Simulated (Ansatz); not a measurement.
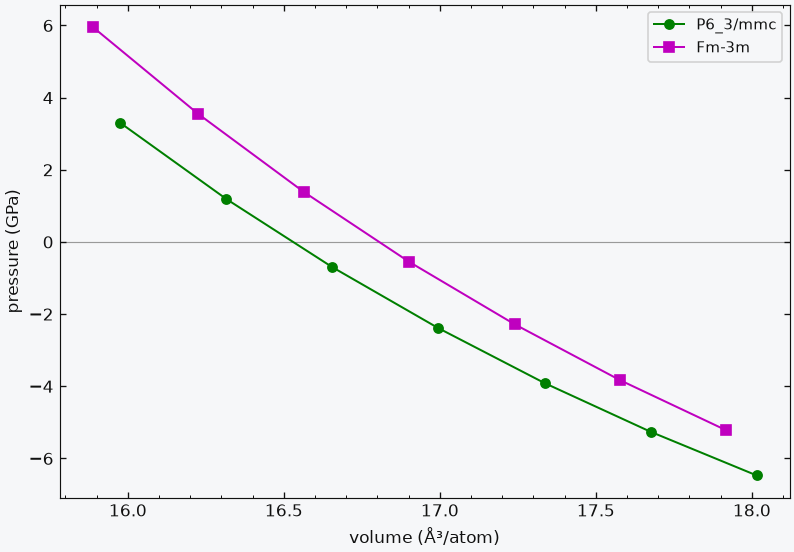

The picture above shows the pressure against volume, with one curve for each structure, for SrO.

How it was computed, with Ansatz 0.2.0: all-electron LAPW DFT, no spin polarisation; energies at scaled volumes of the given cell, shape and fractions fixed, counted from the fit's minimum, third-order Birch-Murnaghan fit. Level: PBEsol.

- occupations: Fermi–Dirac
- smearing width: 0.05 eV
- potentials: all electron LAPW, scalar relativistic

Settings that differ: P6_3/mmc: k mesh 9×9×5; Fm-3m: k mesh 9×9×9.

Order the curves by fitted equilibrium volume, smallest first.

Answer. P6_3/mmc 16.525, Fm-3m 16.802 Å³/atom.

Order the curves by fitted bulk modulus, smallest first.

Answer. P6_3/mmc 90.6, Fm-3m 93.9 GPa.

For P6_3/mmc: what does the pressure do across the range?

Answer. It falls from 3.30 GPa at volume 15.98 Å³/atom to −6.47 GPa at 18.02 Å³/atom, and changes sign near 16.53 Å³/atom.

For Fm-3m: read off the course of the pressure.

Answer. It falls from 5.96 GPa at volume 15.89 Å³/atom to −5.21 GPa at 17.92 Å³/atom, and changes sign near 16.81 Å³/atom.

Note: shape and atomic fractions are frozen while scaling, which makes layered, chain and framework solids too stiff.
